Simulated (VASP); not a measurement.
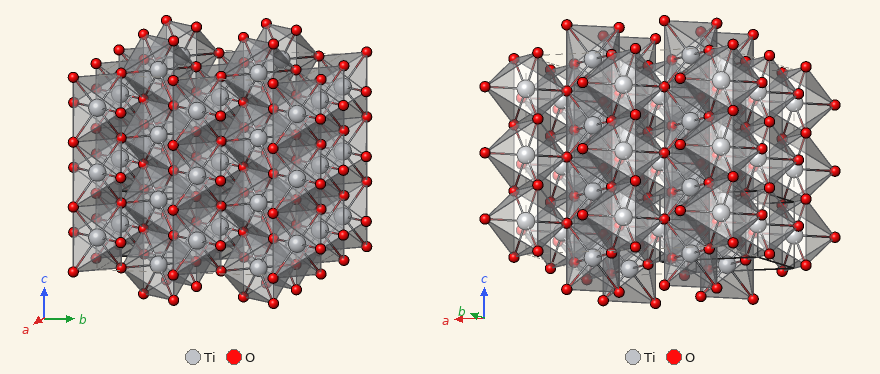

Polyhedra are drawn about Ti (bonds: O–Ti below 2.2 Å); other atoms are plain spheres. Two views of the same piece.

System TiO2 (space group P4_2/mnm, No. 136); source of the atomic positions: the end point of a relaxation with VASP Kohn-Sham DFT of a periodic cell, PBE, VASP PAW PBE potentials, gw in VASP.

Sharing among the drawn polyhedra:

| site | polyhedron | corner-sharing neighbours | edge-sharing | face-sharing | bond (Å) |
| --- | --- | --- | --- | --- | --- |
| Ti | TiO6 octahedron | 8 | 2 | 0 | 1.96–2.00 |

They form a three-dimensional framework of corner- and edge-sharing octahedra.
